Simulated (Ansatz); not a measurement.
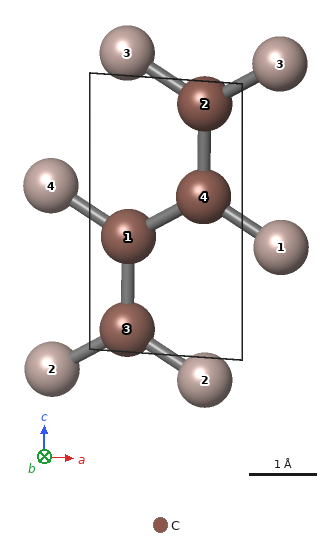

The structure as given in the input (ball-and-stick view of the reduced cell, along the b axis; neighbours outside the cell are drawn fainter; atoms are numbered from 1 in the order of the input). An atom can appear more than once, as a periodic image. Near neighbours in the periodic cell (some may lie outside the picture): C has 3 C at 1.42 Å.

## Molecular dynamics, with input and output: C (part 1 of 2)

- system: C (R-3m, 4 atoms in the cell)
- method: DFT, LDA, all-electron LAPW, scalar-relativistic, no spin polarisation (Ansatz 0.2.0)

The structure derives from an entry of the Crystallography Open Database. It belongs to a series of runs on one base structure; here: 30 steps of 1.5 fs from 300 K, LAPW in place of PAW files. Figures and captions count atoms from 1; the log counts them from 0 in places.

Log:
```
Warning: md: disabling space-group detection — thermal motion breaks the input geometry's symmetry, so no spatial operation reduces the k-mesh or symmetrises the density; time reversal is kept, so that k and −k are solved as one point where they differ and the mesh holds both, and exact exchange and, on two spinor components, a DFT+U term hold to it where the run has them: on two components no moment then forms, and a state that bears one, which a typed moment (crystal.atoms[].spin; refused beside efield: under a hybrid functional) reaches, can lie lower, under hf by electronvolts; crystal.symmetry.detect: false (a key that needs symmetry detection or time reversal refuses this as the deck is read) with time_reversal: false beside it drops time reversal too
LAPW: plane waves up to 12.173 Å⁻¹, error target 1.0e-3 eV per atom; small_component_spin mean_spin; C in spheres of 0.688 Å, 6 of its electrons in bands, Dirac shells [] (how accurate: hamiltonian.pseudopotentials.lapw.basis_error, Limitations)
Engine: ansatz 0.2.0, x86_64-unknown-linux-gnu
Pseudopotentials: kind: all_electron
Pseudopotential: C, LAPW, valence charge 6, lapw/all_electron/scalar/gaussian/C, Koelling and Harmon's equation, gaussian nucleus
Functional definition: SPW92
  exchange = slater_x
  correlation = pw_c
Crystal: 4 atoms, lattice volume = 34.970 Å³
Basis set: ecut = 564.5300928179165 eV, 1057 PW (Γ), FFT grids on a1−a2−a3, a2−a3, a3, exchange–correlation at level 2
Bands: 16, of which v1, the nominal top of the filled ones, is band 12 counted from 1 (11 counted from 0)
Symmetry: 1 space group operations
k-points: 203 of 405 (time reversal used)
Non-local potential: C, projectors of the file, none
Initial density: superposition of atomic densities (chi_scale 0.1, normalization cell)
Initial wavefunctions: plane waves of lowest kinetic energy (no species holds an atomic orbital)
Functional: x = slater, c = lda
iter 1 solved again at ethr=2.21e-2 eV; its pass at ethr=1.00e-1 eV (dr2=5.31e0 eV) is discarded
SCF iter   1: F=—  HF=-4118.383503 eV  |F-HF|=—  |Δ(HF+E_count)|=         —  Δρ=1.32e-1  dr2=5.35e0  ethr=2.21e-2  ⟨swp⟩=2.2  Hψ=21379  notcnv=0
preconditioner: auto → none  [metal: Δε(μ)=0.164 eV  Ē_g=16.272 eV  σ=0.080 eV  W_gap=0.47  n_scr=6 (ndim 8)  ℏωp=25.1 eV  f_vac=0.000  D(μ)=0.14/eV (n_scr^D=0)  sad-step TF]
SCF iter   2: F=—  HF=-4116.736313 eV  |F-HF|=—  |Δ(HF+E_count)|=    1.65e0  Δρ=7.68e-2  dr2=2.17e0  ethr=2.21e-2  ⟨swp⟩=2.0  Hψ=8124  notcnv=0
iter 3 solved again at ethr=4.52e-5 eV; its pass at ethr=9.02e-3 eV (dr2=1.08e-2 eV) is discarded
SCF iter   3: F=—  HF=-4115.725874 eV  |F-HF|=—  |Δ(HF+E_count)|=    1.01e0  Δρ=8.24e-3  dr2=1.08e-2  ethr=4.52e-5  ⟨swp⟩=2.1  Hψ=17322  notcnv=0  defer=2
SCF iter   4: F=—  HF=-4115.720028 eV  |F-HF|=—  |Δ(HF+E_count)|=   5.85e-3  Δρ=9.59e-4  dr2=3.12e-4  ethr=4.50e-5  ⟨swp⟩=3.0  Hψ=9601  notcnv=0
SCF iter   5: F=—  HF=-4115.719956 eV  |F-HF|=—  |Δ(HF+E_count)|=   7.17e-5  Δρ=7.97e-5  dr2=1.65e-6  ethr=1.30e-6  ⟨swp⟩=3.0  Hψ=8734  notcnv=0
SCF iter   6: F=—  HF=-4115.719957 eV  |F-HF|=—  |Δ(HF+E_count)|=   3.40e-7  Δρ=4.34e-5  dr2=1.37e-6  ethr=6.88e-9  ⟨swp⟩=3.0  Hψ=8991  notcnv=0
SCF iter   7: F=—  HF=-4115.719956 eV  |F-HF|=—  |Δ(HF+E_count)|=   3.89e-7  Δρ=4.61e-6  dr2=4.88e-9  ethr=5.73e-9  ⟨swp⟩=3.0  Hψ=7959  notcnv=0
SCF iter   8: F=-4115.719956 eV  HF=-4115.719956 eV  |F-HF|=7.82e-11  |Δ(HF+E_count)|=   1.13e-9  Δρ=5.84e-7  dr2=1.12e-10  ethr=2.03e-11  ⟨swp⟩=3.1  Hψ=9022  notcnv=0
SCF 1 converged in 8 iterations: F = -4115.719956 eV  dr2 = 1.12e-10
md step     0: t =     0.00 fs  T =   225.0 K  F+E_penalty+E_count = -4115.71995634 eV  E_kin = 0.116334 eV  P_inst = -3.6918 GPa  (8 SCF iters)
Initial density: handed on by an earlier stage of this run
Initial wavefunctions: those handed on with the density
iter 1 solved again at ethr=1.66e-5 eV; its pass at ethr=1.00e-1 eV (dr2=3.98e-3 eV) is discarded
SCF iter   1: F=—  HF=-4115.725631 eV  |F-HF|=—  |Δ(HF+E_count)|=         —  Δρ=4.45e-3  dr2=4.40e-3  ethr=1.66e-5  ⟨swp⟩=4.3  Hψ=18838  notcnv=0
preconditioner: auto → none  [insulator: Δε(μ)=0.183 eV  Ē_g=15.519 eV  σ=0.080 eV  W_gap=0.52  n_scr=6 (ndim 8)  ℏωp=25.1 eV  f_vac=0.073  D(μ)=0.12/eV (n_scr^D=0)  ε∞_Penn≈3.6]
SCF iter   2: F=—  HF=-4115.723642 eV  |F-HF|=—  |Δ(HF+E_count)|=   1.99e-3  Δρ=1.61e-3  dr2=4.86e-4  ethr=1.66e-5  ⟨swp⟩=3.0  Hψ=8175  notcnv=0
SCF iter   3: F=—  HF=-4115.723499 eV  |F-HF|=—  |Δ(HF+E_count)|=   1.43e-4  Δρ=6.45e-4  dr2=1.97e-4  ethr=2.03e-6  ⟨swp⟩=3.0  Hψ=8942  notcnv=0
iter 4 solved again at ethr=1.61e-8 eV; its pass at ethr=8.21e-7 eV (dr2=3.87e-6 eV) is discarded
SCF iter   4: F=—  HF=-4115.723440 eV  |F-HF|=—  |Δ(HF+E_count)|=   5.82e-5  Δρ=1.90e-4  dr2=3.89e-6  ethr=1.61e-8  ⟨swp⟩=2.1  Hψ=14511  notcnv=0
SCF iter   5: F=—  HF=-4115.723440 eV  |F-HF|=—  |Δ(HF+E_count)|=   7.85e-8  Δρ=5.64e-5  dr2=1.83e-6  ethr=1.61e-8  ⟨swp⟩=3.0  Hψ=8280  notcnv=0
SCF iter   6: F=—  HF=-4115.723440 eV  |F-HF|=—  |Δ(HF+E_count)|=   5.13e-7  Δρ=1.02e-5  dr2=1.16e-8  ethr=7.62e-9  ⟨swp⟩=3.0  Hψ=8007  notcnv=0
SCF iter   7: F=-4115.723440 eV  HF=-4115.723440 eV  |F-HF|=1.30e-10  |Δ(HF+E_count)|=  6.32e-10  Δρ=2.15e-6  dr2=3.86e-10  ethr=4.84e-11  ⟨swp⟩=2.9  Hψ=7851  notcnv=0
SCF 2 converged in 7 iterations: F = -4115.723440 eV  dr2 = 3.86e-10
md step     1: t =     1.50 fs  T =   196.2 K  F+E_penalty+E_count = -4115.72343989 eV  E_kin = 0.101425 eV  P_inst = -3.6015 GPa  (7 SCF iters)
[... from here on the SCF iterations and repeated set-up lines of each step are left out, up to the last step ...]
SCF 3 converged in 7 iterations: F = -4115.711614 eV  dr2 = 2.18e-10
md step     2: t =     3.00 fs  T =   166.5 K  F+E_penalty+E_count = -4115.71161364 eV  E_kin = 0.086072 eV  P_inst = -3.4145 GPa  (7 SCF iters)
SCF 4 converged in 6 iterations: F = -4115.698771 eV  dr2 = 3.32e-9
md step     3: t =     4.50 fs  T =   148.1 K  F+E_penalty+E_count = -4115.69877071 eV  E_kin = 0.076568 eV  P_inst = -3.2489 GPa  (6 SCF iters)
SCF 5 converged in 6 iterations: F = -4115.697836 eV  dr2 = 1.38e-9
md step     4: t =     6.00 fs  T =   147.4 K  F+E_penalty+E_count = -4115.69783585 eV  E_kin = 0.076193 eV  P_inst = -3.2374 GPa  (6 SCF iters)
SCF 6 converged in 6 iterations: F = -4115.708792 eV  dr2 = 3.70e-10
md step     5: t =     7.50 fs  T =   192.4 K  F+E_penalty+E_count = -4115.70879199 eV  E_kin = 0.099497 eV  P_inst = -3.3556 GPa  (6 SCF iters)
SCF 7 converged in 5 iterations: F = -4115.719488 eV  dr2 = 6.43e-10
md step     6: t =     9.00 fs  T =   224.5 K  F+E_penalty+E_count = -4115.71948835 eV  E_kin = 0.116069 eV  P_inst = -3.5749 GPa  (5 SCF iters)
SCF 8 converged in 5 iterations: F = -4115.713758 eV  dr2 = 1.59e-9
md step     7: t =    10.50 fs  T =   199.9 K  F+E_penalty+E_count = -4115.71375804 eV  E_kin = 0.103359 eV  P_inst = -3.7923 GPa  (5 SCF iters)
SCF 9 converged in 5 iterations: F = -4115.688252 eV  dr2 = 9.94e-10
md step     8: t =    12.00 fs  T =   147.2 K  F+E_penalty+E_count = -4115.68825170 eV  E_kin = 0.076112 eV  P_inst = -3.8858 GPa  (5 SCF iters)
SCF 10 converged in 5 iterations: F = -4115.653648 eV  dr2 = 1.74e-9
md step     9: t =    13.50 fs  T =    75.2 K  F+E_penalty+E_count = -4115.65364775 eV  E_kin = 0.038902 eV  P_inst = -3.8579 GPa  (5 SCF iters)
SCF 11 converged in 7 iterations: F = -4115.627661 eV  dr2 = 1.85e-9
md step    10: t =    15.00 fs  T =    31.2 K  F+E_penalty+E_count = -4115.62766149 eV  E_kin = 0.016141 eV  P_inst = -3.7357 GPa  (7 SCF iters)
SCF 12 converged in 6 iterations: F = -4115.627602 eV  dr2 = 1.38e-9
md step    11: t =    16.50 fs  T =    42.1 K  F+E_penalty+E_count = -4115.62760170 eV  E_kin = 0.021785 eV  P_inst = -3.6456 GPa  (6 SCF iters)
SCF 13 converged in 5 iterations: F = -4115.653284 eV  dr2 = 4.12e-10
md step    12: t =    18.00 fs  T =   110.3 K  F+E_penalty+E_count = -4115.65328418 eV  E_kin = 0.057011 eV  P_inst = -3.6003 GPa  (5 SCF iters)
SCF 14 converged in 5 iterations: F = -4115.688591 eV  dr2 = 1.10e-9
md step    13: t =    19.50 fs  T =   177.2 K  F+E_penalty+E_count = -4115.68859140 eV  E_kin = 0.091616 eV  P_inst = -3.5610 GPa  (5 SCF iters)
SCF 15 converged in 5 iterations: F = -4115.717071 eV  dr2 = 1.90e-10
md step    14: t =    21.00 fs  T =   250.7 K  F+E_penalty+E_count = -4115.71707121 eV  E_kin = 0.129606 eV  P_inst = -3.4378 GPa  (5 SCF iters)
SCF 16 converged in 6 iterations: F = -4115.729879 eV  dr2 = 8.40e-10
md step    15: t =    22.50 fs  T =   358.4 K  F+E_penalty+E_count = -4115.72987940 eV  E_kin = 0.185327 eV  P_inst = -3.1458 GPa  (6 SCF iters)
SCF 17 converged in 5 iterations: F = -4115.720271 eV  dr2 = 1.93e-9
md step    16: t =    24.00 fs  T =   353.4 K  F+E_penalty+E_count = -4115.72027092 eV  E_kin = 0.182703 eV  P_inst = -2.9153 GPa  (5 SCF iters)
SCF 18 converged in 5 iterations: F = -4115.692359 eV  dr2 = 2.81e-10
md step    17: t =    25.50 fs  T =   337.6 K  F+E_penalty+E_count = -4115.69235891 eV  E_kin = 0.174543 eV  P_inst = -2.6807 GPa  (5 SCF iters)
SCF 19 converged in 6 iterations: F = -4115.692473 eV  dr2 = 1.25e-9
SCF 20 converged in 7 iterations: F = -4115.661641 eV  dr2 = 4.66e-10
md step    18: t =    27.00 fs  T =   267.8 K  F+E_penalty+E_count = -4115.66164062 eV  E_kin = 0.138453 eV  P_inst = -2.6621 GPa  (7 SCF iters)
SCF 21 converged in 6 iterations: F = -4115.645759 eV  dr2 = 2.45e-9
md step    19: t =    28.50 fs  T =   225.2 K  F+E_penalty+E_count = -4115.64575913 eV  E_kin = 0.116430 eV  P_inst = -2.8776 GPa  (6 SCF iters)
SCF 22 converged in 7 iterations: F = -4115.649831 eV  dr2 = 3.39e-10
md step    20: t =    30.00 fs  T =   250.8 K  F+E_penalty+E_count = -4115.64983090 eV  E_kin = 0.129699 eV  P_inst = -3.2573 GPa  (7 SCF iters)
SCF 23 converged in 7 iterations: F = -4115.660615 eV  dr2 = 1.05e-9
md step    21: t =    31.50 fs  T =   252.0 K  F+E_penalty+E_count = -4115.66061484 eV  E_kin = 0.130304 eV  P_inst = -3.7176 GPa  (7 SCF iters)
SCF 24 converged in 5 iterations: F = -4115.654456 eV  dr2 = 3.88e-9
md step    22: t =    33.00 fs  T =   240.8 K  F+E_penalty+E_count = -4115.65445636 eV  E_kin = 0.124523 eV  P_inst = -3.9326 GPa  (5 SCF iters)
SCF 25 converged in 4 iterations: F = -4115.625015 eV  dr2 = 2.08e-9
md step    23: t =    34.50 fs  T =   163.7 K  F+E_penalty+E_count = -4115.62501492 eV  E_kin = 0.084624 eV  P_inst = -3.8583 GPa  (4 SCF iters)
SCF 26 converged in 5 iterations: F = -4115.590256 eV  dr2 = 2.49e-9
md step    24: t =    36.00 fs  T =   108.0 K  F+E_penalty+E_count = -4115.59025634 eV  E_kin = 0.055859 eV  P_inst = -3.5293 GPa  (5 SCF iters)
SCF 27 converged in 6 iterations: F = -4115.575676 eV  dr2 = 7.48e-10
md step    25: t =    37.50 fs  T =    81.6 K  F+E_penalty+E_count = -4115.57567620 eV  E_kin = 0.042210 eV  P_inst = -3.2518 GPa  (6 SCF iters)
SCF 28 converged in 5 iterations: F = -4115.604368 eV  dr2 = 3.32e-9
md step    26: t =    39.00 fs  T =   144.5 K  F+E_penalty+E_count = -4115.60436792 eV  E_kin = 0.074714 eV  P_inst = -3.1742 GPa  (5 SCF iters)
SCF 29 converged in 7 iterations: F = -4115.664984 eV  dr2 = 3.30e-9
md step    27: t =    40.50 fs  T =   279.4 K  F+E_penalty+E_count = -4115.66498362 eV  E_kin = 0.144462 eV  P_inst = -3.2373 GPa  (7 SCF iters)
SCF 30 converged in 5 iterations: F = -4115.715726 eV  dr2 = 9.96e-10
md step    28: t =    42.00 fs  T =   362.0 K  F+E_penalty+E_count = -4115.71572578 eV  E_kin = 0.187192 eV  P_inst = -3.3283 GPa  (5 SCF iters)
SCF 31 converged in 7 iterations: F = -4115.725736 eV  dr2 = 1.24e-9
md step    29: t =    43.50 fs  T =   377.4 K  F+E_penalty+E_count = -4115.72573559 eV  E_kin = 0.195129 eV  P_inst = -3.2281 GPa  (7 SCF iters)
iter 1 solved again at ethr=2.85e-5 eV; its pass at ethr=1.00e-1 eV (dr2=6.84e-3 eV) is discarded
SCF iter   1: F=—  HF=-4115.699060 eV  |F-HF|=—  |Δ(HF+E_count)|=         —  Δρ=5.86e-3  dr2=7.52e-3  ethr=2.85e-5  ⟨swp⟩=4.3  Hψ=19386  notcnv=0
preconditioner: auto → none  [insulator: Δε(μ)=0.270 eV  Ē_g=15.513 eV  σ=0.080 eV  W_gap=0.69  n_scr=6 (ndim 8)  ℏωp=25.1 eV  f_vac=0.074  D(μ)=0.10/eV (n_scr^D=0)  ε∞_Penn≈3.6]
SCF iter   2: F=—  HF=-4115.695673 eV  |F-HF|=—  |Δ(HF+E_count)|=   3.39e-3  Δρ=2.15e-3  dr2=9.07e-4  ethr=2.85e-5  ⟨swp⟩=3.0  Hψ=8058  notcnv=0
SCF iter   3: F=—  HF=-4115.695454 eV  |F-HF|=—  |Δ(HF+E_count)|=   2.19e-4  Δρ=9.60e-4  dr2=5.36e-4  ethr=3.78e-6  ⟨swp⟩=3.0  Hψ=8889  notcnv=0
iter 4 solved again at ethr=2.83e-8 eV; its pass at ethr=2.23e-6 eV (dr2=6.79e-6 eV) is discarded
SCF iter   4: F=—  HF=-4115.695305 eV  |F-HF|=—  |Δ(HF+E_count)|=   1.49e-4  Δρ=2.64e-4  dr2=6.82e-6  ethr=2.83e-8  ⟨swp⟩=2.2  Hψ=14507  notcnv=0
SCF iter   5: F=—  HF=-4115.695305 eV  |F-HF|=—  |Δ(HF+E_count)|=   6.78e-7  Δρ=6.20e-5  dr2=1.47e-6  ethr=2.83e-8  ⟨swp⟩=2.9  Hψ=7548  notcnv=0
SCF iter   6: F=—  HF=-4115.695304 eV  |F-HF|=—  |Δ(HF+E_count)|=   4.32e-7  Δρ=1.03e-5  dr2=1.26e-8  ethr=6.12e-9  ⟨swp⟩=3.0  Hψ=7878  notcnv=0
SCF iter   7: F=-4115.695304 eV  HF=-4115.695304 eV  |F-HF|=4.96e-10  |Δ(HF+E_count)|=   1.41e-9  Δρ=3.06e-6  dr2=7.97e-10  ethr=5.24e-11  ⟨swp⟩=3.0  Hψ=8151  notcnv=0
SCF 32 converged in 7 iterations: F = -4115.695304 eV  dr2 = 7.97e-10
md step    30: t =    45.00 fs  T =   318.0 K  F+E_penalty+E_count = -4115.69530424 eV  E_kin = 0.164409 eV  P_inst = -2.9655 GPa  (7 SCF iters)
```

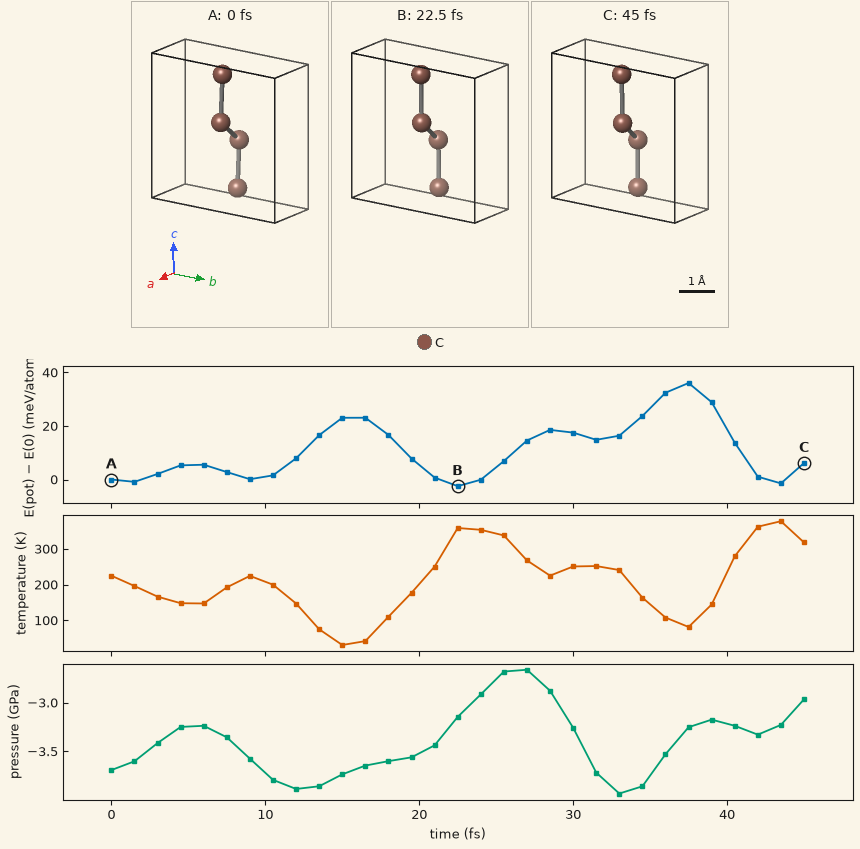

Frames of the molecular dynamics (ball-and-stick, reduced simulation cell, seen slightly off an axis) above the curves, on which the letters mark them. The trajectory kept here has 31 frames over 45 fs. The temperature starts at 225 K, ranges from 31 to 377 K and averages 258 K over the second half. The potential energy ends 6.2 meV/atom above its first value. With the common drift removed, the root-mean-square displacement is 0.04 Å.

```
NSCF: frozen V_eff on 203 k-points
the band table was solved once a step of the walk had ended and its energy, with any forces and stress, was formed, with the checks that follow a solve (27426 applications of the Hamiltonian). They found nothing against the state; the energy, forces and stress were not computed again (output.eigenvalues in the input reference)
SCF converged after 7 iterations
Free energy (F): -4115.695304 eV
Harris-Foulkes:  -4115.695304 eV  (|F-HF|=4.96e-10)
Internal energy: -4115.692874 eV  (E = F + TS)
E sigma→0 (E₀):  -4115.694089 eV
Entropy (-TS):   -0.002430 eV (-0.608 meV/atom)
Fermi energy:    7.043186 eV
--- Per-component energies (eV) ---
  E_band       = -2081.002507
  E_kinetic    = 4089.022812
  E_xc         = -554.873271
  E_electrostatic = -7649.842415  (all electrons and nuclei)
  E_smearing   = -0.002430  (= −TS)
  E_closure    = 0.000000  (closes the sum)
  E_atoms      = -4075.241793  (free atoms, spherical and without spin; not in F)
  Σ components = -4115.695304   (vs F -4115.695304, Δ=0.00e0)
  Basis errors (estimates in eV, not in F): energy 6.3e-4 per atom: plane waves 6.1e-4 (4.0e-4 summed), levels above the bands 7.1e-41, relativity 1.8e-8, radial functions 2.2e-5, core shells 0.0e0; eigenvalues (radial functions only) 5.9e-7; not estimated: angular momenta, meshes, grids; target (lapw.basis_error) 1.0e-3; muffin-tin radii C 0.665 Å
--- Forces (eV/Å), atoms counted from 1 ---
  atom   1  C      0.63073281    -0.18969809     0.36850204
  atom   2  C      0.81613545    -1.44120189    -0.17187874
  atom   3  C     -2.17993561     0.52600972     0.29609557
  atom   4  C      0.73305590     1.10488488    -0.49272231
  max |Σ_I F_I| component: 1.14e-5 eV/Å
--- Stress (GPa, compression-positive) ---
       -6.104728       1.311181       0.417315
        1.311181      -3.930034       0.052021
        0.417315       0.052021      -0.368309
  P = ⅓ Tr σ = -3.4677 GPa (-34.677 kbar)
--- Band table (eV; the first three rows and the last of 203) ---
  k-point 0: bands = ["-256.0468", "-256.0183", "-255.9582", "-255.9318", "-12.5196", "-7.0833", "-6.2564", "0.4125", "0.6573", "3.7001", "4.3707", "5.0408", "8.9318", "10.9282", "14.6680", "15.0391"]
  k-point 1: bands = ["-256.0467", "-256.0182", "-255.9583", "-255.9319", "-12.2223", "-7.6814", "-5.1685", "-0.1526", "0.7169", "2.6972", "3.7129", "4.7234", "9.4274", "11.3549", "15.4934", "16.1269"]
  k-point 2: bands = ["-256.0464", "-256.0178", "-255.9585", "-255.9323", "-11.3375", "-8.0454", "-3.5118", "-1.8185", "0.2759", "1.6188", "2.4731", "4.2550", "9.9562", "12.6045", "14.8387", "15.5114"]
  k-point 202: bands = ["-256.0468", "-256.0184", "-255.9581", "-255.9318", "-11.6018", "-10.2216", "-1.9315", "0.7468", "1.1319", "1.4579", "2.7878", "2.9561", "12.1999", "13.3434", "13.6392", "15.0536"]
--- MD trajectory: 30 steps, t = 0.0 → 45.0 fs ---
  final state: T = 318.0 K   F+E_penalty+E_count = -4115.69530424 eV   E_kin = 0.164409 eV
```

File md.tsv:
```
# step	time_fs	lagrangian_ev	e_kin_ev	conserved_ev	temperature_k	n_scf	instantaneous_pressure_gpa	pulay_correction_pressure_gpa	volume_ang3	basis_selection	selection_volumetric_strain	selection_max_deviatoric_strain	pulay_correction_read	pulay_correction_kernel_widenings	a_ang	b_ang	c_ang	alpha_deg	beta_deg	gamma_deg	quantum_kinetic_energy_ev	gyration_radius_ang	target_temperature_k	e_deformation_potential
0	0.000000	-4.1157199563e3	1.1633399904e-1	nan	225.0000	8	-3.6917935648e0	nan	nan	nan	nan	nan	nan	nan	nan	nan	nan	nan	nan	nan	nan	nan	nan	0.0000000000e0
1	1.500000	-4.1157234399e3	1.0142479609e-1	nan	196.1643	7	-3.6015040387e0	nan	nan	nan	nan	nan	nan	nan	nan	nan	nan	nan	nan	nan	nan	nan	nan	0.0000000000e0
2	3.000000	-4.1157116136e3	8.6072006087e-2	nan	166.4707	7	-3.4144827436e0	nan	nan	nan	nan	nan	nan	nan	nan	nan	nan	nan	nan	nan	nan	nan	nan	0.0000000000e0
3	4.500000	-4.1156987707e3	7.6568236212e-2	nan	148.0896	6	-3.2488845902e0	nan	nan	nan	nan	nan	nan	nan	nan	nan	nan	nan	nan	nan	nan	nan	nan	0.0000000000e0
4	6.000000	-4.1156978359e3	7.6193262404e-2	nan	147.3643	6	-3.2373731512e0	nan	nan	nan	nan	nan	nan	nan	nan	nan	nan	nan	nan	nan	nan	nan	nan	0.0000000000e0
5	7.500000	-4.1157087920e3	9.9496970771e-2	nan	192.4357	6	-3.3556168797e0	nan	nan	nan	nan	nan	nan	nan	nan	nan	nan	nan	nan	nan	nan	nan	nan	0.0000000000e0
6	9.000000	-4.1157194884e3	1.1606852775e-1	nan	224.4866	5	-3.5749024058e0	nan	nan	nan	nan	nan	nan	nan	nan	nan	nan	nan	nan	nan	nan	nan	nan	0.0000000000e0
7	10.500000	-4.1157137580e3	1.0335938928e-1	nan	199.9060	5	-3.7922848193e0	nan	nan	nan	nan	nan	nan	nan	nan	nan	nan	nan	nan	nan	nan	nan	nan	0.0000000000e0
8	12.000000	-4.1156882517e3	7.6112230135e-2	nan	147.2076	5	-3.8857901419e0	nan	nan	nan	nan	nan	nan	nan	nan	nan	nan	nan	nan	nan	nan	nan	nan	0.0000000000e0
9	13.500000	-4.1156536477e3	3.8902363237e-2	nan	75.2405	5	-3.8578886906e0	nan	nan	nan	nan	nan	nan	nan	nan	nan	nan	nan	nan	nan	nan	nan	nan	0.0000000000e0
10	15.000000	-4.1156276615e3	1.6141203617e-2	nan	31.2185	7	-3.7357324594e0	nan	nan	nan	nan	nan	nan	nan	nan	nan	nan	nan	nan	nan	nan	nan	nan	0.0000000000e0
11	16.500000	-4.1156276017e3	2.1785115378e-2	nan	42.1343	6	-3.6456330905e0	nan	nan	nan	nan	nan	nan	nan	nan	nan	nan	nan	nan	nan	nan	nan	nan	0.0000000000e0
12	18.000000	-4.1156532842e3	5.7010531662e-2	nan	110.2633	5	-3.6002674999e0	nan	nan	nan	nan	nan	nan	nan	nan	nan	nan	nan	nan	nan	nan	nan	nan	0.0000000000e0
13	19.500000	-4.1156885914e3	9.1615868100e-2	nan	177.1930	5	-3.5609636120e0	nan	nan	nan	nan	nan	nan	nan	nan	nan	nan	nan	nan	nan	nan	nan	nan	0.0000000000e0
14	21.000000	-4.1157170712e3	1.2960637595e-1	nan	250.6699	5	-3.4377650888e0	nan	nan	nan	nan	nan	nan	nan	nan	nan	nan	nan	nan	nan	nan	nan	nan	0.0000000000e0
15	22.500000	-4.1157298794e3	1.8532743298e-1	nan	358.4393	6	-3.1458027630e0	nan	nan	nan	nan	nan	nan	nan	nan	nan	nan	nan	nan	nan	nan	nan	nan	0.0000000000e0
16	24.000000	-4.1157202709e3	1.8270323976e-1	nan	353.3638	5	-2.9152639884e0	nan	nan	nan	nan	nan	nan	nan	nan	nan	nan	nan	nan	nan	nan	nan	nan	0.0000000000e0
17	25.500000	-4.1156923589e3	1.7454301962e-1	nan	337.5813	5	-2.6806553715e0	nan	nan	nan	nan	nan	nan	nan	nan	nan	nan	nan	nan	nan	nan	nan	nan	0.0000000000e0
18	27.000000	-4.1156616406e3	1.3845258003e-1	nan	267.7792	7	-2.6620922658e0	nan	nan	nan	nan	nan	nan	nan	nan	nan	nan	nan	nan	nan	nan	nan	nan	0.0000000000e0
```
